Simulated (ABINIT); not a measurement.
# Geometry relaxation of Se (part 2 of 3)

Continued. System: Se (P3₁21, 3 atoms in the cell). Method: Kohn-Sham DFT of a periodic cell, PBE, PseudoDojo NC SR PBE v0.4.1 standard (ABINIT 10.8.3); cutoff 1170.09 eV, 5×5×4 k-mesh, fermi-dirac of 0.05 eV. The structure derives from an entry of the Crystallography Open Database. The run did not end well. The run did not end well; see the last part.

Geometry of the input (Å; fractional positions):
```
4.3662  0.0000  0.0000
-2.1831  3.7812  0.0000
0.0000  0.0000  4.9536
Se 0.7746  0.7746  0.0000
Se -0.0000  0.2254  0.6667
Se 0.2254  0.0000  0.3333
```

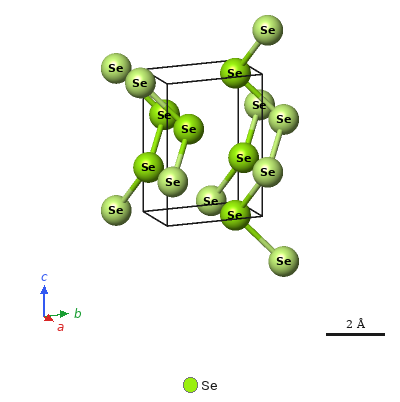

Figure 1. The input geometry (ball-and-stick view of the cell of the calculation, seen slightly off an axis; neighbours outside the cell are drawn fainter). An atom can appear more than once, as a periodic image.

**The program's output, continued**
```
 Cartesian coordinates (xcart) [bohr]
  3.19855020168825E+00  5.54005145998328E+00 -1.73938973460947E-16
 -9.36110400591137E-01  1.62139077534664E+00  6.26681196851143E+00
  1.87222080118227E+00 -5.30053203945755E-16  3.13340598425572E+00
 Reduced coordinates (xred)
  7.73594379167405E-01  7.73594379167405E-01 -1.85037170770859E-17
 -7.36029523482167E-17  2.26405620832595E-01  6.66666666666667E-01
  2.26405620832595E-01 -7.40148683083438E-17  3.33333333333333E-01
 Cartesian forces (fcart) [Ha/bohr]; max,rms= 5.14925E-03 2.97292E-03 (free atoms)
 -2.57462443695201E-03 -4.45938033512916E-03  5.71362249127877E-26
 -2.57462443695201E-03  4.45938033512916E-03  5.71362249127877E-26
  5.14924887390401E-03 -9.77293358186681E-20 -1.14272449825575E-25
 Gradient of E wrt nuclear positions in reduced coordinates (gred)
  2.12903964502624E-02  2.12903964502624E-02 -5.37092967178528E-25
  2.12903964502624E-02 -4.25807929005248E-02 -5.37092967178528E-25
 -4.25807929005248E-02  2.12903964502624E-02  1.07418593435706E-24
 Scale of Primitive Cell (acell) [bohr]
  8.26932120455877E+00  8.26932120467022E+00  9.40021795276715E+00
 Real space primitive translations (rprimd) [bohr]
  8.26932120455877E+00  0.00000000000000E+00  0.00000000000000E+00
 -4.13466060227939E+00  7.16144223532991E+00  0.00000000000000E+00
  0.00000000000000E+00  0.00000000000000E+00  9.40021795276715E+00
 Unitary Cell Volume (ucvol) [Bohr^3]=  5.56683408860137E+02
 Angles (23,13,12)= [degrees]
  9.00000000000000E+01  9.00000000000000E+01  1.19999999999554E+02
 Lengths [Bohr]
  8.26932120455877E+00  8.26932120467022E+00  9.40021795276715E+00
 Stress tensor in cartesian coordinates (strten) [Ha/bohr^3]
 -5.12450248196707E-05  0.00000000000000E+00  0.00000000000000E+00
  0.00000000000000E+00 -5.12450253110121E-05  0.00000000000000E+00
  0.00000000000000E+00  0.00000000000000E+00 -1.02062336903430E-04
 Total energy (etotal) [Ha]= -3.63706584800548E+02

 Difference of energy with previous step (new-old):
           Absolute (Ha)=-6.02142E-04
           Relative     =-1.65557E-06

--- Iteration: ( 3/50) Internal Cycle: (1/1)
--------------------------------------------------------------------------------

---SELF-CONSISTENT-FIELD CONVERGENCE--------------------------------------------

--- !BeginCycle
iteration_state: {dtset: 1, itime: 3, icycle: 1, }
solver: {iscf: 7, nstep: 80, nline: 4, wfoptalg: 0, }
tolerances: {tolvrs: 1.00E-12, }
...

     iter   Etot(hartree)      deltaE(h)  residm     vres2
 ETOT  1  -363.67724291919    -3.637E+02 2.720E-04 4.269E+02
 ETOT  2  -363.70626768348    -2.902E-02 7.481E-05 8.478E+00
 ETOT  3  -363.70694636699    -6.787E-04 2.896E-05 2.955E+00
 ETOT  4  -363.70715984574    -2.135E-04 1.440E-05 2.398E-01
 ETOT  5  -363.70718260690    -2.276E-05 1.008E-05 8.086E-03
 ETOT  6  -363.70718307707    -4.702E-07 3.199E-06 2.136E-04
 ETOT  7  -363.70718308881    -1.173E-08 8.074E-06 1.326E-05
 ETOT  8  -363.70718308975    -9.396E-10 2.686E-06 8.659E-07
 ETOT  9  -363.70718308985    -1.009E-10 4.953E-06 1.519E-07
 ETOT 10  -363.70718308986    -1.626E-11 1.629E-06 2.323E-08
 ETOT 11  -363.70718308987    -1.137E-11 2.822E-06 2.629E-09
 ETOT 12  -363.70718308986     1.484E-11 9.862E-07 2.935E-10
 ETOT 13  -363.70718308988    -2.098E-11 1.583E-06 7.400E-12
 ETOT 14  -363.70718308988    -6.821E-13 5.959E-07 1.375E-13

 At SCF step   14       vres2   =  1.37E-13 < tolvrs=  1.00E-12 =>converged.

 Cartesian components of stress tensor (hartree/bohr^3)
  sigma(1 1)= -3.23023151E-06  sigma(3 2)=  0.00000000E+00
  sigma(2 2)= -3.23023198E-06  sigma(3 1)=  0.00000000E+00
  sigma(3 3)= -2.33896780E-05  sigma(2 1)=  0.00000000E+00

--- !ResultsGS
iteration_state: {dtset: 1, itime: 3, icycle: 1, }
comment   : Summary of ground state results
lattice_vectors:
- [  8.3114006,   0.0000000,   0.0000000, ]
- [ -4.1557003,   7.1978841,   0.0000000, ]
- [  0.0000000,   0.0000000,   9.4952442, ]
lattice_lengths: [   8.31140,    8.31140,    9.49524, ]
lattice_angles: [ 90.000,  90.000, 120.000, ] # degrees, (23, 13, 12)
lattice_volume:   5.6804822E+02
convergence: {deltae: -6.821E-13, res2:  1.375E-13, residm:  5.959E-07, diffor: null, }
etotal    :  -3.63707183E+02
entropy   :   0.00000000E+00
fermie    :   1.20667072E-01
cartesian_stress_tensor: # hartree/bohr^3
- [ -3.23023151E-06,   0.00000000E+00,   0.00000000E+00, ]
- [  0.00000000E+00,  -3.23023198E-06,   0.00000000E+00, ]
- [  0.00000000E+00,   0.00000000E+00,  -2.33896780E-05, ]
pressure_GPa:   2.9274E-01
xred      :
- [  7.7153E-01,   7.7153E-01,  -1.8504E-17, Se]
- [ -7.3603E-17,   2.2847E-01,   6.6667E-01, Se]
- [  2.2847E-01,  -7.4015E-17,   3.3333E-01, Se]
cartesian_forces: # hartree/bohr
- [  6.28957876E-04,   1.08938700E-03,   3.02483521E-28, ]
- [  6.28957876E-04,  -1.08938700E-03,   3.02483521E-28, ]
- [ -1.25791575E-03,   3.30777193E-19,  -6.04967041E-28, ]
force_length_stats: {min:   1.25791575E-03, max:   1.25791575E-03, mean:   1.25791575E-03, }
...

 Integrated electronic density in atomic spheres:
 ------------------------------------------------
 Atom  Sphere_radius  Integrated_density
    1        2.00000         13.15214419
    2        2.00000         13.15214419
    3        2.00000         13.15214419

---OUTPUT-----------------------------------------------------------------------

 Cartesian coordinates (xcart) [bohr]
  3.20626703247516E+00  5.55341740297986E+00 -1.75697312902155E-16
 -9.49433287297582E-01  1.64446669202610E+00  6.33016282332916E+00
  1.89886657459516E+00 -5.32750443390588E-16  3.16508141166458E+00
 Reduced coordinates (xred)
  7.71534707933535E-01  7.71534707933535E-01 -1.85037170770859E-17
 -7.36029523482167E-17  2.28465292066465E-01  6.66666666666667E-01
  2.28465292066465E-01 -7.40148683083438E-17  3.33333333333333E-01
 Cartesian forces (fcart) [Ha/bohr]; max,rms= 1.25792E-03 7.26258E-04 (free atoms)
  6.28957876079815E-04  1.08938699717127E-03  3.02483520551581E-28
  6.28957876079815E-04 -1.08938699717127E-03  3.02483520551581E-28
 -1.25791575215963E-03  3.30777192620358E-19 -6.04967041103163E-28
 Gradient of E wrt nuclear positions in reduced coordinates (gred)
 -5.22752089349694E-03 -5.22752089349694E-03 -2.87215490469801E-27
 -5.22752089349694E-03  1.04550417869939E-02 -2.87215490469801E-27
  1.04550417869939E-02 -5.22752089349694E-03  5.74430980939603E-27
 Scale of Primitive Cell (acell) [bohr]
  8.31140063954549E+00  8.31140063965749E+00  9.49524423499374E+00
 Real space primitive translations (rprimd) [bohr]
  8.31140063954549E+00  0.00000000000000E+00  0.00000000000000E+00
 -4.15570031977274E+00  7.19788409500596E+00  0.00000000000000E+00
  0.00000000000000E+00  0.00000000000000E+00  9.49524423499374E+00
 Unitary Cell Volume (ucvol) [Bohr^3]=  5.68048224214421E+02
 Angles (23,13,12)= [degrees]
  9.00000000000000E+01  9.00000000000000E+01  1.19999999999554E+02
 Lengths [Bohr]
  8.31140063954549E+00  8.31140063965749E+00  9.49524423499374E+00
 Stress tensor in cartesian coordinates (strten) [Ha/bohr^3]
 -3.23023150703046E-06  0.00000000000000E+00  0.00000000000000E+00
  0.00000000000000E+00 -3.23023198055099E-06  0.00000000000000E+00
  0.00000000000000E+00  0.00000000000000E+00 -2.33896779996655E-05
 Total energy (etotal) [Ha]= -3.63707183089881E+02

 Difference of energy with previous step (new-old):
           Absolute (Ha)=-5.98289E-04
           Relative     =-1.64498E-06

--- Iteration: ( 4/50) Internal Cycle: (1/1)
--------------------------------------------------------------------------------

---SELF-CONSISTENT-FIELD CONVERGENCE--------------------------------------------

--- !BeginCycle
iteration_state: {dtset: 1, itime: 4, icycle: 1, }
solver: {iscf: 7, nstep: 80, nline: 4, wfoptalg: 0, }
tolerances: {tolvrs: 1.00E-12, }
...

     iter   Etot(hartree)      deltaE(h)  residm     vres2
 ETOT  1  -363.70673300746    -3.637E+02 5.192E-06 6.060E+00
 ETOT  2  -363.70719012813    -4.571E-04 4.387E-07 1.181E-01
 ETOT  3  -363.70719899223    -8.864E-06 2.120E-07 3.472E-02
 ETOT  4  -363.70720080105    -1.809E-06 3.463E-07 3.038E-03
 ETOT  5  -363.70720115727    -3.562E-07 2.210E-07 1.543E-04
 ETOT  6  -363.70720116795    -1.068E-08 1.656E-07 2.794E-06
 ETOT  7  -363.70720116808    -1.307E-10 1.769E-07 1.311E-07
 ETOT  8  -363.70720116809    -4.832E-12 1.266E-07 1.958E-09
 ETOT  9  -363.70720116808     9.720E-12 1.058E-07 5.723E-11
 ETOT 10  -363.70720116809    -1.432E-11 8.363E-08 5.516E-12
 ETOT 11  -363.70720116809     1.023E-12 5.932E-08 1.631E-12
 ETOT 12  -363.70720116808     6.708E-12 5.290E-08 3.260E-13

 At SCF step   12       vres2   =  3.26E-13 < tolvrs=  1.00E-12 =>converged.

 Cartesian components of stress tensor (hartree/bohr^3)
  sigma(1 1)=  3.71713046E-07  sigma(3 2)=  0.00000000E+00
  sigma(2 2)=  3.71712575E-07  sigma(3 1)=  0.00000000E+00
  sigma(3 3)= -1.61375366E-05  sigma(2 1)=  0.00000000E+00

--- !ResultsGS
iteration_state: {dtset: 1, itime: 4, icycle: 1, }
comment   : Summary of ground state results
lattice_vectors:
- [  8.3153419,   0.0000000,   0.0000000, ]
- [ -4.1576710,   7.2012974,   0.0000000, ]
- [  0.0000000,   0.0000000,   9.5094129, ]
lattice_lengths: [   8.31534,    8.31534,    9.50941, ]
lattice_angles: [ 90.000,  90.000, 120.000, ] # degrees, (23, 13, 12)
lattice_volume:   5.6943553E+02
convergence: {deltae:  6.708E-12, res2:  3.260E-13, residm:  5.290E-08, diffor: null, }
etotal    :  -3.63707201E+02
entropy   :   0.00000000E+00
fermie    :   1.19702307E-01
cartesian_stress_tensor: # hartree/bohr^3
- [  3.71713046E-07,   0.00000000E+00,   0.00000000E+00, ]
- [  0.00000000E+00,   3.71712575E-07,   0.00000000E+00, ]
- [  0.00000000E+00,   0.00000000E+00,  -1.61375366E-05, ]
pressure_GPa:   1.5097E-01
xred      :
- [  7.7155E-01,   7.7155E-01,  -1.8504E-17, Se]
- [ -7.3603E-17,   2.2845E-01,   6.6667E-01, Se]
- [  2.2845E-01,  -7.4015E-17,   3.3333E-01, Se]
cartesian_forces: # hartree/bohr
- [  8.42949033E-04,   1.46003055E-03,  -3.20154802E-26, ]
- [  8.42949033E-04,  -1.46003055E-03,   6.40309604E-26, ]
- [ -1.68589807E-03,  -1.07920443E-19,  -3.20154802E-26, ]
force_length_stats: {min:   1.68589807E-03, max:   1.68589807E-03, mean:   1.68589807E-03, }
...

 Integrated electronic density in atomic spheres:
 ------------------------------------------------
 Atom  Sphere_radius  Integrated_density
    1        2.00000         13.15330341
    2        2.00000         13.15330341
    3        2.00000         13.15330341

---OUTPUT-----------------------------------------------------------------------

 Cartesian coordinates (xcart) [bohr]
  3.20785009831089E+00  5.55615935343913E+00 -1.75959485465572E-16
 -9.49820865902930E-01  1.64513799786250E+00  6.33960858540042E+00
  1.89964173180586E+00 -5.33003075105815E-16  3.16980429270021E+00
 Reduced coordinates (xred)
  7.71549775324144E-01  7.71549775324144E-01 -1.85037170770859E-17
 -7.36029523482168E-17  2.28450224675855E-01  6.66666666666667E-01
  2.28450224675856E-01 -7.40148683083438E-17  3.33333333333333E-01
 Cartesian forces (fcart) [Ha/bohr]; max,rms= 1.68590E-03 9.73354E-04 (free atoms)
  8.42949033077601E-04  1.46003055345523E-03 -3.20154802195105E-26
  8.42949033077601E-04 -1.46003055345523E-03  6.40309604390211E-26
 -1.68589806615520E-03 -1.07920443468525E-19 -3.20154802195105E-26
 Gradient of E wrt nuclear positions in reduced coordinates (gred)
 -7.00940943827772E-03 -7.00940943827772E-03  3.04448419897989E-25
 -7.00940943827772E-03  1.40188188765554E-02 -6.08896839795979E-25
  1.40188188765554E-02 -7.00940943827772E-03  3.04448419897989E-25
 Scale of Primitive Cell (acell) [bohr]
  8.31534192842765E+00  8.31534192853972E+00  9.50941287810063E+00
 Real space primitive translations (rprimd) [bohr]
  8.31534192842765E+00  0.00000000000000E+00  0.00000000000000E+00
 -4.15767096421383E+00  7.20129735130163E+00  0.00000000000000E+00
  0.00000000000000E+00  0.00000000000000E+00  9.50941287810063E+00
 Unitary Cell Volume (ucvol) [Bohr^3]=  5.69435528046279E+02
 Angles (23,13,12)= [degrees]
  9.00000000000000E+01  9.00000000000000E+01  1.19999999999554E+02
 Lengths [Bohr]
  8.31534192842765E+00  8.31534192853972E+00  9.50941287810063E+00
 Stress tensor in cartesian coordinates (strten) [Ha/bohr^3]
  3.71713046249528E-07  0.00000000000000E+00  0.00000000000000E+00
  0.00000000000000E+00  3.71712574886995E-07  0.00000000000000E+00
  0.00000000000000E+00  0.00000000000000E+00 -1.61375366223744E-05
 Total energy (etotal) [Ha]= -3.63707201168082E+02

 Difference of energy with previous step (new-old):
           Absolute (Ha)=-1.80782E-05
           Relative     =-4.97054E-08

--- Iteration: ( 5/50) Internal Cycle: (1/1)
--------------------------------------------------------------------------------

---SELF-CONSISTENT-FIELD CONVERGENCE--------------------------------------------

--- !BeginCycle
iteration_state: {dtset: 1, itime: 5, icycle: 1, }
solver: {iscf: 7, nstep: 80, nline: 4, wfoptalg: 0, }
tolerances: {tolvrs: 1.00E-12, }
...

     iter   Etot(hartree)      deltaE(h)  residm     vres2
 ETOT  1  -363.70496061167    -3.637E+02 3.320E-05 3.065E+01
 ETOT  2  -363.70719604561    -2.235E-03 1.248E-05 5.748E-01
 ETOT  3  -363.70723537493    -3.933E-05 3.227E-06 1.450E-01
 ETOT  4  -363.70724190110    -6.526E-06 9.064E-07 1.161E-02
 ETOT  5  -363.70724308229    -1.181E-06 3.896E-07 1.055E-03
 ETOT  6  -363.70724318485    -1.026E-07 2.352E-07 2.061E-05
 ETOT  7  -363.70724318609    -1.235E-09 2.345E-07 1.034E-06
 ETOT  8  -363.70724318617    -8.055E-11 1.767E-07 7.564E-08
 ETOT  9  -363.70724318618    -1.455E-11 1.120E-07 1.386E-08
 ETOT 10  -363.70724318617     1.012E-11 1.388E-07 2.416E-09
 ETOT 11  -363.70724318618    -1.035E-11 8.829E-08 2.894E-10
 ETOT 12  -363.70724318618     1.705E-12 1.100E-07 3.328E-11
 ETOT 13  -363.70724318618    -4.547E-13 6.931E-08 1.435E-12
 ETOT 14  -363.70724318619    -7.162E-12 8.807E-08 6.615E-14

 At SCF step   14       vres2   =  6.62E-14 < tolvrs=  1.00E-12 =>converged.

 Cartesian components of stress tensor (hartree/bohr^3)
  sigma(1 1)=  5.18655293E-06  sigma(3 2)=  0.00000000E+00
  sigma(2 2)=  5.18655246E-06  sigma(3 1)=  0.00000000E+00
  sigma(3 3)= -2.59042855E-06  sigma(2 1)=  0.00000000E+00

--- !ResultsGS
iteration_state: {dtset: 1, itime: 5, icycle: 1, }
comment   : Summary of ground state results
lattice_vectors:
- [  8.3224383,   0.0000000,   0.0000000, ]
- [ -4.1612191,   7.2074430,   0.0000000, ]
- [  0.0000000,   0.0000000,   9.5464434, ]
lattice_lengths: [   8.32244,    8.32244,    9.54644, ]
lattice_angles: [ 90.000,  90.000, 120.000, ] # degrees, (23, 13, 12)
lattice_volume:   5.7262909E+02
convergence: {deltae: -7.162E-12, res2:  6.615E-14, residm:  8.807E-08, diffor: null, }
etotal    :  -3.63707243E+02
entropy   :   0.00000000E+00
fermie    :   1.17504682E-01
cartesian_stress_tensor: # hartree/bohr^3
- [  5.18655293E-06,   0.00000000E+00,   0.00000000E+00, ]
- [  0.00000000E+00,   5.18655246E-06,   0.00000000E+00, ]
- [  0.00000000E+00,   0.00000000E+00,  -2.59042855E-06, ]
pressure_GPa:  -7.6325E-02
xred      :
- [  7.7205E-01,   7.7205E-01,  -1.8504E-17, Se]
- [ -7.3603E-17,   2.2795E-01,   6.6667E-01, Se]
- [  2.2795E-01,  -7.4015E-17,   3.3333E-01, Se]
cartesian_forces: # hartree/bohr
- [  1.06630959E-03,   1.84690239E-03,  -1.50430625E-27, ]
- [  1.06630959E-03,  -1.84690239E-03,  -1.50430625E-27, ]
- [ -2.13261918E-03,   8.53921078E-20,   3.00861250E-27, ]
force_length_stats: {min:   2.13261918E-03, max:   2.13261918E-03, mean:   2.13261918E-03, }
...

 Integrated electronic density in atomic spheres:
 ------------------------------------------------
 Atom  Sphere_radius  Integrated_density
    1        2.00000         13.15214459
    2        2.00000         13.15214459
    3        2.00000         13.15214459

---OUTPUT-----------------------------------------------------------------------
```
